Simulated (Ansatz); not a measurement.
Geometry relaxation of WS₂ (part 1 of 2)

- system: WS₂ (P6₃/mmc, 6 atoms in the cell)
- method: DFT LDA, scalar-relativistic, plane waves, PAW, no spin polarisation (Ansatz 0.2.0)

The structure derives from a Materials Project entry.

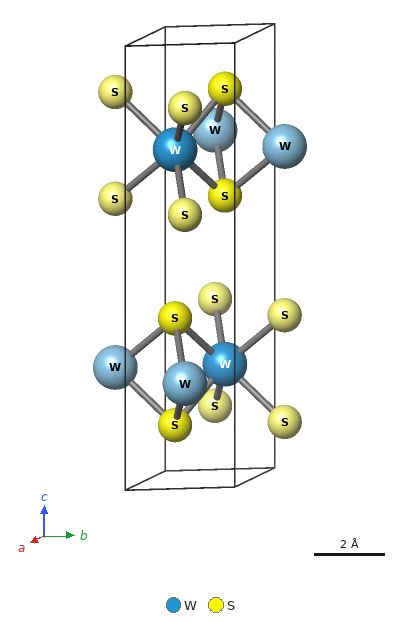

Fig. 1: The input geometry (ball-and-stick view of the cell of the calculation, seen slightly off an axis; neighbours outside the cell are drawn fainter). An atom can appear more than once, as a periodic image.

**The input**
```yaml
crystal:
  lattice:
    - [3.18422289, 0.0, 0.0]
    - [-1.59211145, 2.75761792, 0.0]
    - [0.0, 0.0, 12.97828236]
  atoms:
    - { symbol: W, position: [0.33333333, 0.66666667, 0.25] }
    - { symbol: W, position: [0.66666667, 0.33333333, 0.75] }
    - { symbol: S, position: [0.33333333, 0.66666667, 0.62980494] }
    - { symbol: S, position: [0.66666667, 0.33333333, 0.12980494] }
    - { symbol: S, position: [0.33333333, 0.66666667, 0.87019506] }
    - { symbol: S, position: [0.66666667, 0.33333333, 0.37019506] }
basis:
  ecutwfc: 420
kpoints:
  mp_grid: { grid: [12, 12, 2] }
hamiltonian:
  xc: lda
scf:
  occupations: { method: gaussian, width: 0.02 }
output:
  forces: true
  stress: true
  eigenvalues: true
  write_density: true
  write_potential: true
  elf: true
  volumetric_format: npy
relax:
  adjacent_minimum: "off"
  f_tol: 0.005
  max_steps: 80
  cell: { stress_tol: 0.05 }
```

Hardware: 8 threads of Intel Xeon @ 2.50GHz (Skylake/Cascade Lake), 192 GiB of memory available, shared host.

Launched with:
```bash
ansatz run input.yaml --threads 8 --pin off --max-ram 28672MiB --backend cpu --events-out ev --progress --plain --runs-dir out
```

**The program's output**
```
Engine: ansatz 0.2.0, x86_64-unknown-linux-gnu
Pseudopotentials: kind: paw
Pseudopotential: W, paw, valence charge 14, recommended cutoff 420 eV (normal), W.paw.azcp
Pseudopotential: S, paw, valence charge 6, recommended cutoff 420 eV (normal), S.paw.azcp
Functional definition: SPW92
  exchange = slater_x
  correlation = pw_c
Crystal: 6 atoms, lattice volume = 113.961 Å³
Basis set: ecut = 420 eV, 2263 PW (Γ)
Bands: 32, of which v1, the nominal top of the filled ones, is band 26 counted from 1 (25 counted from 0)
Symmetry: 24 space group operations
Space group: P63/mmc (ITA 194), of the structure as read, at distance tolerance 4.8e-5 Å
k-points: 38 of 288
Non-local potential: W, projectors of the file, l = 0: 3, l = 1: 2, l = 2: 2, l = 3: 1
Non-local potential: S, projectors of the file, l = 0: 2, l = 1: 2, l = 2: 2
PAW form: soft (Blöchl's): semilocal exchange-correlation on the pseudo side does not see the compensation charge
PAW frozen core: W, regenerated for the run's functional, and the local potential with it (the file was generated under x = pbe(κ = 0.804, μ = 0.2195149727645171), c = pbe(β = 0.06672455060314922))
PAW frozen core: S, regenerated for the run's functional, and the local potential with it (the file was generated under x = pbe(κ = 0.804, μ = 0.2195149727645171), c = pbe(β = 0.06672455060314922))
PAW one-centre angular grid: W, 590 points (default); XC on 64 Gauss nodes
PAW one-centre angular grid: S, 110 points (default); XC on 64 Gauss nodes
Initial density: superposition of atomic densities (neutral atoms: chi_scale 0, normalization atom), corrected by the library's trained network
Initial wavefunctions: pseudopotential atomic-orbital guess
Functional: x = slater, c = lda
SCF iter   1: F=—  HF=-23743.286907 eV  |F-HF|=—  |Δ(HF+E_count)|=         —  Δρ=1.03e-2  dr2=2.33e-1  ethr=1.77e-3  ⟨swp⟩=6.5  Hψ=5694  notcnv=0
preconditioner: auto → Resta (q_TF=auto, 2.394 Å⁻¹)  ε∞=7.5  [insulator: Δε(μ)=1.124 eV  Ē_g=8.205 eV  σ=0.020 eV  W_gap=1.00  n_scr=26 (ndim 8)  ℏωp=20.9 eV  f_vac=0.046  D(μ)=0.00/eV (n_scr^D=0)  ε∞_Penn≈7.5]
SCF iter   2: F=—  HF=-23743.252650 eV  |F-HF|=—  |Δ(HF+E_count)|=   3.43e-2  Δρ=3.95e-3  dr2=8.04e-3  ethr=4.49e-4  ⟨swp⟩=2.3  Hψ=1799  notcnv=0  defer=56
SCF iter   3: F=—  HF=-23743.251857 eV  |F-HF|=—  |Δ(HF+E_count)|=   7.93e-4  Δρ=2.17e-3  dr2=2.27e-3  ethr=1.55e-5  ⟨swp⟩=2.0  Hψ=1804  notcnv=0  defer=56
SCF iter   4: F=—  HF=-23743.251911 eV  |F-HF|=—  |Δ(HF+E_count)|=   5.35e-5  Δρ=6.61e-4  dr2=2.51e-4  ethr=4.37e-6  ⟨swp⟩=1.0  Hψ=1160  notcnv=0  defer=56
SCF iter   5: F=—  HF=-23743.251913 eV  |F-HF|=—  |Δ(HF+E_count)|=   2.06e-6  Δρ=1.04e-4  dr2=1.68e-5  ethr=4.82e-7  ⟨swp⟩=2.3  Hψ=1827  notcnv=0  defer=56
SCF iter   6: F=—  HF=-23743.251914 eV  |F-HF|=—  |Δ(HF+E_count)|=   1.59e-6  Δρ=1.68e-5  dr2=4.96e-7  ethr=3.24e-8  ⟨swp⟩=2.0  Hψ=1491  notcnv=0  defer=56
SCF iter   7: F=-23743.251914 eV  HF=-23743.251914 eV  |F-HF|=6.12e-9  |Δ(HF+E_count)|=   2.87e-8  Δρ=3.26e-6  dr2=2.15e-8  ethr=1.92e-10  ⟨swp⟩=14.0  Hψ=9127  notcnv=0
SCF 1 converged in 7 iterations: F = -23743.251914 eV  dr2 = 2.15e-8
  greatest PAW one-centre occupation: 1.000 electrons in one spin orbital (limit 2), on the W atom at site 1 (counted from 0), in its partial waves of l = 0
relax step   1: F+E_penalty+E_count = -23743.25191434 eV  Δ(F+E_penalty+E_count) = +0.000e0 eV  max|allowed force component| = 3.272e-1 eV/Å  Δτ_max = 0.0000 Å  P = -5.716 GPa  Ω = 113.961 Å³  (7 SCF iters, dr2 threshold 1.00e-7 eV, accepted)
Crystal: 6 atoms, lattice volume = 98.833 Å³
Basis set: ecut = 420 eV, 1913 PW (Γ)
Initial density: handed on by an earlier stage of this run
Initial wavefunctions: those handed on with the density
iter 1 solved again at ethr=9.59e-4 eV; its pass at ethr=3.10e-3 eV (dr2=4.99e-1 eV) is discarded
SCF iter   1: F=—  HF=-23743.276973 eV  |F-HF|=—  |Δ(HF+E_count)|=         —  Δρ=1.14e-2  dr2=4.97e-1  ethr=9.59e-4  ⟨swp⟩=1.1  Hψ=7547  notcnv=0
preconditioner: auto → Resta (q_TF=auto, 2.451 Å⁻¹)  ε∞=7.7  [insulator: Δε(μ)=0.982 eV  Ē_g=8.688 eV  σ=0.020 eV  W_gap=1.00  n_scr=26 (ndim 8)  ℏωp=22.4 eV  f_vac=0.002  D(μ)=0.00/eV (n_scr^D=0)  ε∞_Penn≈7.7]
SCF iter   2: F=—  HF=-23743.198718 eV  |F-HF|=—  |Δ(HF+E_count)|=   7.83e-2  Δρ=6.44e-3  dr2=6.55e-2  ethr=9.55e-4  ⟨swp⟩=2.3  Hψ=1752  notcnv=0
SCF iter   3: F=—  HF=-23743.181116 eV  |F-HF|=—  |Δ(HF+E_count)|=   1.76e-2  Δρ=2.28e-3  dr2=1.75e-2  ethr=1.26e-4  ⟨swp⟩=2.0  Hψ=1950  notcnv=0
SCF iter   4: F=—  HF=-23743.177510 eV  |F-HF|=—  |Δ(HF+E_count)|=   3.61e-3  Δρ=8.10e-4  dr2=8.59e-4  ethr=3.37e-5  ⟨swp⟩=2.7  Hψ=1964  notcnv=0
SCF iter   5: F=—  HF=-23743.177370 eV  |F-HF|=—  |Δ(HF+E_count)|=   1.41e-4  Δρ=1.51e-4  dr2=2.47e-5  ethr=1.65e-6  ⟨swp⟩=2.0  Hψ=1878  notcnv=0
SCF iter   6: F=—  HF=-23743.177378 eV  |F-HF|=—  |Δ(HF+E_count)|=   8.31e-6  Δρ=2.21e-5  dr2=6.82e-7  ethr=4.74e-8  ⟨swp⟩=2.0  Hψ=1706  notcnv=0
SCF iter   7: F=-23743.177378 eV  HF=-23743.177378 eV  |F-HF|=1.20e-8  |Δ(HF+E_count)|=   1.69e-7  Δρ=4.94e-6  dr2=2.40e-8  ethr=1.15e-9  ⟨swp⟩=11.3  Hψ=9467  notcnv=0
SCF 2 converged in 7 iterations: F = -23743.177378 eV  dr2 = 2.40e-8
relax step   2: F+E_penalty+E_count = -23743.17737813 eV  Δ(F+E_penalty+E_count) = +7.454e-2 eV  max|allowed force component| = 1.997e-1 eV/Å  Δτ_max = 0.1213 Å  P = +5.768 GPa  Ω = 98.833 Å³  energy of the carried Pulay correction = +2.330e-3 eV  (7 SCF iters, dr2 threshold 6.00e-7 eV, rejected (line search))
Crystal: 6 atoms, lattice volume = 107.910 Å³
Basis set: ecut = 420 eV, 2071 PW (Γ)
iter 1 solved again at ethr=3.91e-4 eV; its pass at ethr=3.10e-3 eV (dr2=2.03e-1 eV) is discarded
SCF iter   1: F=—  HF=-23743.400658 eV  |F-HF|=—  |Δ(HF+E_count)|=         —  Δρ=7.18e-3  dr2=2.10e-1  ethr=3.91e-4  ⟨swp⟩=1.0  Hψ=6535  notcnv=0
preconditioner: auto → Resta (q_TF=auto, 2.416 Å⁻¹)  ε∞=7.4  [insulator: Δε(μ)=1.084 eV  Ē_g=8.493 eV  σ=0.020 eV  W_gap=1.00  n_scr=26 (ndim 8)  ℏωp=21.4 eV  f_vac=0.024  D(μ)=0.00/eV (n_scr^D=0)  ε∞_Penn≈7.4]
SCF iter   2: F=—  HF=-23743.366708 eV  |F-HF|=—  |Δ(HF+E_count)|=   3.40e-2  Δρ=4.08e-3  dr2=3.15e-2  ethr=3.91e-4  ⟨swp⟩=2.3  Hψ=1771  notcnv=0
SCF iter   3: F=—  HF=-23743.358432 eV  |F-HF|=—  |Δ(HF+E_count)|=   8.28e-3  Δρ=1.47e-3  dr2=9.83e-3  ethr=6.06e-5  ⟨swp⟩=2.0  Hψ=1901  notcnv=0
SCF iter   4: F=—  HF=-23743.356542 eV  |F-HF|=—  |Δ(HF+E_count)|=   1.89e-3  Δρ=5.74e-4  dr2=5.73e-4  ethr=1.89e-5  ⟨swp⟩=2.1  Hψ=1861  notcnv=0
SCF iter   5: F=—  HF=-23743.356468 eV  |F-HF|=—  |Δ(HF+E_count)|=   7.40e-5  Δρ=1.34e-4  dr2=1.67e-5  ethr=1.10e-6  ⟨swp⟩=2.0  Hψ=1866  notcnv=0
SCF iter   6: F=—  HF=-23743.356475 eV  |F-HF|=—  |Δ(HF+E_count)|=   6.73e-6  Δρ=2.37e-5  dr2=9.99e-7  ethr=3.21e-8  ⟨swp⟩=2.0  Hψ=1753  notcnv=0
SCF iter   7: F=—  HF=-23743.356474 eV  |F-HF|=—  |Δ(HF+E_count)|=   7.46e-7  Δρ=4.37e-6  dr2=2.17e-8  ethr=1.92e-9  ⟨swp⟩=2.0  Hψ=1849  notcnv=0
SCF iter   8: F=—  HF=-23743.356474 eV  |F-HF|=—  |Δ(HF+E_count)|=   1.73e-8  Δρ=8.20e-7  dr2=8.90e-10  ethr=4.17e-11  ⟨swp⟩=2.0  Hψ=1774  notcnv=0
SCF iter   9: F=-23743.356474 eV  HF=-23743.356474 eV  |F-HF|=3.64e-12  |Δ(HF+E_count)|=  3.97e-10  Δρ=1.33e-7  dr2=2.94e-11  ethr=1.00e-12  ⟨swp⟩=7.4  Hψ=6598  notcnv=0
SCF 3 converged in 9 iterations: F = -23743.356474 eV  dr2 = 2.94e-11
relax step   3: F+E_penalty+E_count = -23743.35647419 eV  Δ(F+E_penalty+E_count) = -1.046e-1 eV  max|allowed force component| = 1.214e-1 eV/Å  Δτ_max = 0.0440 Å  P = -1.777 GPa  Ω = 107.910 Å³  energy of the carried Pulay correction = +8.939e-4 eV  (9 SCF iters, accepted)
Crystal: 6 atoms, lattice volume = 104.300 Å³
Basis set: ecut = 420 eV, 2033 PW (Γ)
iter 1 solved again at ethr=3.02e-5 eV; its pass at ethr=3.10e-3 eV (dr2=1.57e-2 eV) is discarded
SCF iter   1: F=—  HF=-23743.381517 eV  |F-HF|=—  |Δ(HF+E_count)|=         —  Δρ=3.01e-3  dr2=1.44e-2  ethr=3.02e-5  ⟨swp⟩=2.1  Hψ=6948  notcnv=0
preconditioner: auto → Resta (q_TF=auto, 2.429 Å⁻¹)  ε∞=7.5  [insulator: Δε(μ)=0.939 eV  Ē_g=8.547 eV  σ=0.020 eV  W_gap=1.00  n_scr=26 (ndim 8)  ℏωp=21.8 eV  f_vac=0.008  D(μ)=0.00/eV (n_scr^D=0)  ε∞_Penn≈7.5]
SCF iter   2: F=—  HF=-23743.378740 eV  |F-HF|=—  |Δ(HF+E_count)|=   2.78e-3  Δρ=1.69e-3  dr2=3.63e-3  ethr=2.77e-5  ⟨swp⟩=2.3  Hψ=1661  notcnv=0
SCF iter   3: F=—  HF=-23743.377781 eV  |F-HF|=—  |Δ(HF+E_count)|=   9.59e-4  Δρ=4.57e-4  dr2=7.06e-4  ethr=6.98e-6  ⟨swp⟩=2.1  Hψ=1807  notcnv=0
SCF iter   4: F=—  HF=-23743.377679 eV  |F-HF|=—  |Δ(HF+E_count)|=   1.03e-4  Δρ=1.81e-4  dr2=5.02e-5  ethr=1.36e-6  ⟨swp⟩=2.0  Hψ=1561  notcnv=0
SCF iter   5: F=—  HF=-23743.377679 eV  |F-HF|=—  |Δ(HF+E_count)|=   7.02e-8  Δρ=4.05e-5  dr2=1.81e-6  ethr=9.66e-8  ⟨swp⟩=2.1  Hψ=1864  notcnv=0
SCF iter   6: F=-23743.377679 eV  HF=-23743.377679 eV  |F-HF|=2.26e-8  |Δ(HF+E_count)|=   7.29e-7  Δρ=6.13e-6  dr2=3.83e-8  ethr=1.15e-9  ⟨swp⟩=12.0  Hψ=9652  notcnv=0
SCF 4 converged in 6 iterations: F = -23743.377679 eV  dr2 = 3.83e-8
relax step   4: F+E_penalty+E_count = -23743.37767926 eV  Δ(F+E_penalty+E_count) = -2.121e-2 eV  max|allowed force component| = 2.967e-2 eV/Å  Δτ_max = 0.0377 Å  P = +0.227 GPa  Ω = 104.300 Å³  energy of the carried Pulay correction = +1.451e-3 eV  (6 SCF iters, dr2 threshold 6.00e-7 eV, accepted)
Crystal: 6 atoms, lattice volume = 102.150 Å³
Basis set: ecut = 420 eV, 1997 PW (Γ)
iter 1 solved again at ethr=1.04e-5 eV; its pass at ethr=3.10e-3 eV (dr2=5.41e-3 eV) is discarded
SCF iter   1: F=—  HF=-23743.382889 eV  |F-HF|=—  |Δ(HF+E_count)|=         —  Δρ=2.50e-3  dr2=5.00e-3  ethr=1.04e-5  ⟨swp⟩=2.3  Hψ=7281  notcnv=0
preconditioner: auto → Resta (q_TF=auto, 2.438 Å⁻¹)  ε∞=7.6  [insulator: Δε(μ)=0.814 eV  Ē_g=8.571 eV  σ=0.020 eV  W_gap=1.00  n_scr=26 (ndim 8)  ℏωp=22.0 eV  f_vac=0.004  D(μ)=0.00/eV (n_scr^D=0)  ε∞_Penn≈7.6]
SCF iter   2: F=—  HF=-23743.381804 eV  |F-HF|=—  |Δ(HF+E_count)|=   1.08e-3  Δρ=1.35e-3  dr2=1.67e-3  ethr=9.62e-6  ⟨swp⟩=1.0  Hψ=1216  notcnv=0
SCF iter   3: F=—  HF=-23743.381349 eV  |F-HF|=—  |Δ(HF+E_count)|=   4.55e-4  Δρ=2.90e-4  dr2=1.35e-4  ethr=3.21e-6  ⟨swp⟩=2.0  Hψ=1694  notcnv=0
SCF iter   4: F=—  HF=-23743.381332 eV  |F-HF|=—  |Δ(HF+E_count)|=   1.68e-5  Δρ=1.19e-4  dr2=3.34e-5  ethr=2.59e-7  ⟨swp⟩=2.2  Hψ=1750  notcnv=0
SCF iter   5: F=—  HF=-23743.381330 eV  |F-HF|=—  |Δ(HF+E_count)|=   2.43e-6  Δρ=3.23e-5  dr2=1.96e-6  ethr=6.42e-8  ⟨swp⟩=2.3  Hψ=1614  notcnv=0
SCF iter   6: F=-23743.381330 eV  HF=-23743.381330 eV  |F-HF|=2.00e-8  |Δ(HF+E_count)|=   1.47e-7  Δρ=5.17e-6  dr2=3.19e-8  ethr=1.15e-9  ⟨swp⟩=11.1  Hψ=9305  notcnv=0
the search or the solves at the SCF's close seem to have found levels that the self-consistency loop had missed (the run counts 2). By its estimate they hold under 1e-12 electrons; where the run keeps them, the occupations were computed again with them
SCF 5 converged in 6 iterations: F = -23743.381330 eV  dr2 = 3.19e-8
relax step   5: F+E_penalty+E_count = -23743.38133021 eV  Δ(F+E_penalty+E_count) = -3.651e-3 eV  max|allowed force component| = 2.267e-2 eV/Å  Δτ_max = 0.0339 Å  P = +0.587 GPa  Ω = 102.150 Å³  energy of the carried Pulay correction = +1.792e-3 eV  (6 SCF iters, dr2 threshold 6.00e-7 eV, accepted)
Crystal: 6 atoms, lattice volume = 103.030 Å³
Basis set: ecut = 420 eV, 2009 PW (Γ)
iter 1 solved again at ethr=1.95e-6 eV; its pass at ethr=3.10e-3 eV (dr2=1.02e-3 eV) is discarded
SCF iter   1: F=—  HF=-23743.382469 eV  |F-HF|=—  |Δ(HF+E_count)|=         —  Δρ=7.81e-4  dr2=9.74e-4  ethr=1.95e-6  ⟨swp⟩=3.0  Hψ=6464  notcnv=0
preconditioner: auto → Resta (q_TF=auto, 2.434 Å⁻¹)  ε∞=7.6  [insulator: Δε(μ)=0.851 eV  Ē_g=8.544 eV  σ=0.020 eV  W_gap=1.00  n_scr=26 (ndim 8)  ℏωp=21.9 eV  f_vac=0.008  D(μ)=0.00/eV (n_scr^D=0)  ε∞_Penn≈7.6]
SCF iter   2: F=—  HF=-23743.382279 eV  |F-HF|=—  |Δ(HF+E_count)|=   1.90e-4  Δρ=4.39e-4  dr2=2.48e-4  ethr=1.87e-6  ⟨swp⟩=2.1  Hψ=1671  notcnv=0
SCF iter   3: F=—  HF=-23743.382211 eV  |F-HF|=—  |Δ(HF+E_count)|=   6.77e-5  Δρ=1.16e-4  dr2=4.55e-5  ethr=4.78e-7  ⟨swp⟩=2.0  Hψ=1741  notcnv=0
SCF iter   4: F=—  HF=-23743.382205 eV  |F-HF|=—  |Δ(HF+E_count)|=   6.60e-6  Δρ=4.73e-5  dr2=3.31e-6  ethr=8.76e-8  ⟨swp⟩=2.0  Hψ=1578  notcnv=0
SCF iter   5: F=-23743.382205 eV  HF=-23743.382205 eV  |F-HF|=9.20e-9  |Δ(HF+E_count)|=   1.40e-7  Δρ=1.07e-5  dr2=1.23e-7  ethr=1.15e-9  ⟨swp⟩=11.8  Hψ=9807  notcnv=0
SCF 6 converged in 5 iterations: F = -23743.382205 eV  dr2 = 1.23e-7
relax step   6: F+E_penalty+E_count = -23743.38220454 eV  Δ(F+E_penalty+E_count) = -8.743e-4 eV  max|allowed force component| = 3.205e-3 eV/Å  Δτ_max = 0.0100 Å  P = +0.032 GPa  Ω = 103.030 Å³  energy of the carried Pulay correction = +1.651e-3 eV  (5 SCF iters, dr2 threshold 6.00e-7 eV, accepted)
Crystal: 6 atoms, lattice volume = 102.981 Å³
iter 1 solved again at ethr=3.78e-8 eV; its pass at ethr=3.10e-3 eV (dr2=1.96e-5 eV) is discarded
SCF iter   1: F=—  HF=-23743.382260 eV  |F-HF|=—  |Δ(HF+E_count)|=         —  Δρ=1.21e-4  dr2=1.50e-5  ethr=3.78e-8  ⟨swp⟩=3.2  Hψ=6642  notcnv=0
preconditioner: auto → Resta (q_TF=auto, 2.435 Å⁻¹)  ε∞=7.6  [insulator: Δε(μ)=0.844 eV  Ē_g=8.544 eV  σ=0.020 eV  W_gap=1.00  n_scr=26 (ndim 8)  ℏωp=22.0 eV  f_vac=0.007  D(μ)=0.00/eV (n_scr^D=0)  ε∞_Penn≈7.6]
SCF iter   2: F=—  HF=-23743.382257 eV  |F-HF|=—  |Δ(HF+E_count)|=   2.70e-6  Δρ=6.01e-5  dr2=2.22e-6  ethr=2.88e-8  ⟨swp⟩=2.4  Hψ=1585  notcnv=0
SCF iter   3: F=—  HF=-23743.382256 eV  |F-HF|=—  |Δ(HF+E_count)|=   5.13e-7  Δρ=2.42e-5  dr2=4.94e-7  ethr=4.27e-9  ⟨swp⟩=2.5  Hψ=1885  notcnv=0
SCF iter   4: F=-23743.382256 eV  HF=-23743.382256 eV  |F-HF|=1.22e-9  |Δ(HF+E_count)|=   1.04e-7  Δρ=3.61e-6  dr2=1.57e-8  ethr=3.84e-11  ⟨swp⟩=7.2  Hψ=8499  notcnv=0
SCF 7 converged in 4 iterations: F = -23743.382256 eV  dr2 = 1.57e-8
relax step   7: F+E_penalty+E_count = -23743.38225623 eV  Δ(F+E_penalty+E_count) = -5.169e-5 eV  max|allowed force component| = 1.118e-3 eV/Å  Δτ_max = 0.0012 Å  P = +0.008 GPa  Ω = 102.981 Å³  energy of the carried Pulay correction = +1.659e-3 eV  (4 SCF iters, dr2 threshold 2.00e-8 eV, accepted)
Initial wavefunctions: pseudopotential atomic-orbital guess (no wavefunctions were taken with the density)
iter 1 solved again at ethr=2.46e-7 eV; its pass at ethr=3.10e-3 eV (dr2=1.28e-4 eV) is discarded
SCF iter   1: F=—  HF=-23743.380898 eV  |F-HF|=—  |Δ(HF+E_count)|=         —  Δρ=1.20e-4  dr2=1.86e-6  ethr=2.46e-7  ⟨swp⟩=3.1  Hψ=8948  notcnv=0
preconditioner: auto → Resta (q_TF=auto, 2.435 Å⁻¹)  ε∞=7.6  [insulator: Δε(μ)=0.844 eV  Ē_g=8.543 eV  σ=0.020 eV  W_gap=1.00  n_scr=26 (ndim 8)  ℏωp=22.0 eV  f_vac=0.007  D(μ)=0.00/eV (n_scr^D=0)  ε∞_Penn≈7.6]
SCF iter   2: F=—  HF=-23743.380897 eV  |F-HF|=—  |Δ(HF+E_count)|=   8.30e-7  Δρ=6.31e-5  dr2=5.03e-7  ethr=3.57e-9  ⟨swp⟩=2.1  Hψ=1860  notcnv=0
SCF iter   3: F=—  HF=-23743.380897 eV  |F-HF|=—  |Δ(HF+E_count)|=   1.17e-7  Δρ=2.94e-6  dr2=1.40e-8  ethr=9.68e-10  ⟨swp⟩=2.6  Hψ=1772  notcnv=0
SCF iter   4: F=—  HF=-23743.380897 eV  |F-HF|=—  |Δ(HF+E_count)|=   1.14e-9  Δρ=1.19e-6  dr2=7.17e-10  ethr=2.70e-11  ⟨swp⟩=2.1  Hψ=1739  notcnv=0
SCF iter   5: F=—  HF=-23743.380897 eV  |F-HF|=—  |Δ(HF+E_count)|=  2.91e-11  Δρ=2.15e-7  dr2=7.23e-11  ethr=1.00e-12  ⟨swp⟩=7.2  Hψ=6594  notcnv=0
SCF iter   6: F=-23743.380897 eV  HF=-23743.380897 eV  |F-HF|=1.46e-11  |Δ(HF+E_count)|=    0.00e0  Δρ=8.00e-8  dr2=1.01e-11  ethr=1.00e-12  ⟨swp⟩=6.0  Hψ=5374  notcnv=0
SCF 8 converged in 6 iterations: F = -23743.380897 eV  dr2 = 1.01e-11
relax step   8: F+E_penalty+E_count = -23743.38089701 eV  Δ(F+E_penalty+E_count) = +1.359e-3 eV  max|allowed force component| = 1.398e-3 eV/Å  Δτ_max = 0.0000 Å  P = +0.003 GPa  Ω = 102.981 Å³  stress off target by 3.99e-3 GPa  SCF on the basis re-selected at this cell (its energy is not comparable with the rows above)  (6 SCF iters)
```

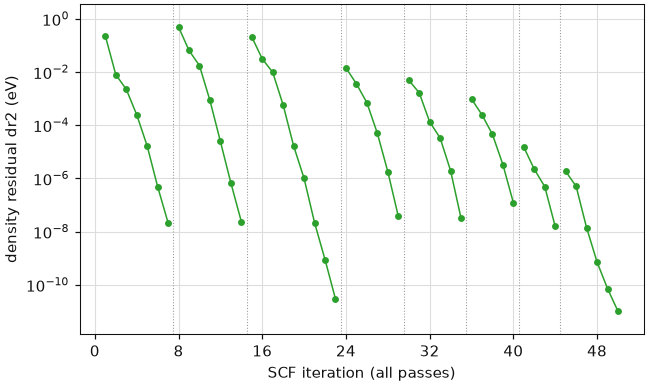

Fig. 2: Convergence of the self-consistent field: density residual dr2 against the SCF iteration. The dotted lines part the SCF passes of the relaxation: geometry steps, rejected trials and re-solves on a re-selected basis. The 8 passes take 4 to 9 iterations each, 50 in all.
